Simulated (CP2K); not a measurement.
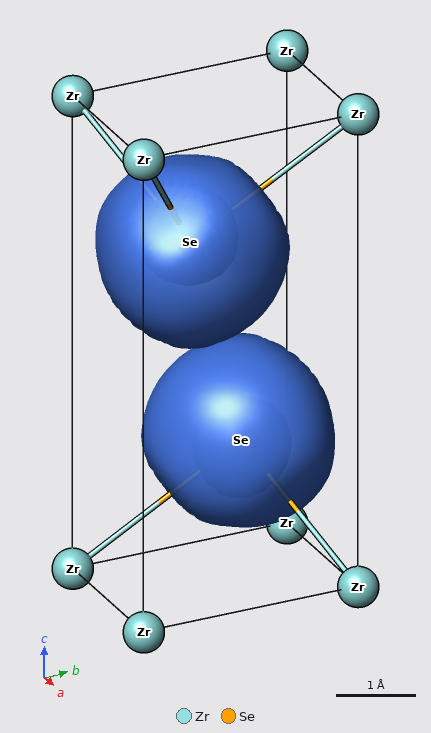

Figure. ZrSe2. Isosurface of the electron localisation function at 0.75 (blue), seen slightly off an axis. Core shells and regions of very low density are left out. Sticks mark near contacts.

Space group P1; changed on purpose from its base cell (atoms moved at random by about 0.05 A); not relaxed (largest force 0.3 eV/Å); computed pressure about 2 GPa in this cell.

These are results of CP2K 2026.2, Kohn-Sham DFT of a periodic cell, PBE, GTH-PBE with UZH-TZVP basis, not measurements.

Input

```
&GLOBAL
  PROJECT zrse2_scf
  RUN_TYPE ENERGY_FORCE
  PRINT_LEVEL LOW
&END GLOBAL
&FORCE_EVAL
  METHOD QS
  STRESS_TENSOR ANALYTICAL
  &DFT
    BASIS_SET_FILE_NAME BASIS_MOLOPT_UZH
    POTENTIAL_FILE_NAME POTENTIAL_UZH
    &MGRID
      CUTOFF 450
      REL_CUTOFF 60
      NGRIDS 4
    &END MGRID
    &QS
      METHOD GPW
      EPS_DEFAULT 1.0E-10
    &END QS
    &KPOINTS
      SCHEME MONKHORST-PACK 8 8 5
      GAMMA_CENTERED T
      SYMMETRY T
      SYMMETRY_BACKEND SPGLIB
    &END KPOINTS
    &SCF
      SCF_GUESS ATOMIC
      EPS_SCF 1.0E-6
      MAX_SCF 100
      ADDED_MOS 15
      CHOLESKY OFF
      EPS_EIGVAL 1.0E-7
      &DIAGONALIZATION ON
        ALGORITHM STANDARD
      &END DIAGONALIZATION
      &MIXING ON
        METHOD BROYDEN_MIXING
        ALPHA 0.4
        BETA 1.5
        NBUFFER 8
      &END MIXING
      &SMEAR ON
        METHOD FERMI_DIRAC
        ELECTRONIC_TEMPERATURE 580.23
      &END SMEAR
    &END SCF
    &XC
      &XC_FUNCTIONAL PBE
      &END XC_FUNCTIONAL
    &END XC
    &PRINT
      &KPOINTS ON
      &END KPOINTS
      &MULLIKEN ON
      &END MULLIKEN
      &MO ON
        ENERGIES T
        OCCUPATION_NUMBERS T
        &EACH
          QS_SCF 0
        &END EACH
        ADD_LAST NUMERIC
      &END MO
      &LOWDIN ON
      &END LOWDIN
      &HIRSHFELD ON
        SHAPE_FUNCTION DENSITY
      &END HIRSHFELD
      &E_DENSITY_CUBE ON
        STRIDE 1
      &END E_DENSITY_CUBE
      &V_HARTREE_CUBE ON
        STRIDE 1
      &END V_HARTREE_CUBE
      &ELF_CUBE ON
        STRIDE 1
      &END ELF_CUBE
    &END PRINT
  &END DFT
  &SUBSYS
    &CELL
      A 3.7980000000 0.0000000000 0.0000000000
      B -1.8990000000 3.2891644836 0.0000000000
      C 0.0000000000 0.0000000000 6.1920000000
      PERIODIC XYZ
    &END CELL
    &COORD
      Zr  0.0364399110 -0.0011084484 -0.0009845280
      Se  1.9215791100 1.0762672457 4.6343962080
      Se  0.0023946390 2.2214786681 1.5591394080
    &END COORD
    &KIND Zr
      BASIS_SET TZVP-MOLOPT-PBE-GTH-q12
      POTENTIAL GTH-PBE-q12
    &END KIND
    &KIND Se
      BASIS_SET TZVP-MOLOPT-PBE-GTH-q6
      POTENTIAL GTH-PBE-q6
    &END KIND
    &PRINT
      &ATOMIC_COORDINATES ON
      &END ATOMIC_COORDINATES
      &CELL ON
      &END CELL
      &SYMMETRY ON
      &END SYMMETRY
    &END PRINT
  &END SUBSYS
  &PRINT
    &FORCES ON
    &END FORCES
    &STRESS_TENSOR ON
    &END STRESS_TENSOR
  &END PRINT
&END FORCE_EVAL
```

Launched as:

```sh
OMP_NUM_THREADS=1 cp2k.psmp -i zrse2_scf.inp -o zrse2_scf.out
```

Below, planes, directions and counts refer to the conventional cell (a = 3.80 Å, b = 3.80 Å, c = 6.19 Å, α = 90.00°, β = 90.00°, γ = 120.00°).

### Identify the bonds, lone pairs and shells in this picture.

At this value the surface marks out two regions wrapped around Se (the valence shell of each), counted in one cell of 3 atoms. Any copies at cell faces, edges or corners count once. Along the contacts the grid gives the following. Zr–Se (2.66 Å): the ELF is about 0.45 at the midpoint. Zr–Se (2.70 Å): the ELF is about 0.40 at the midpoint.
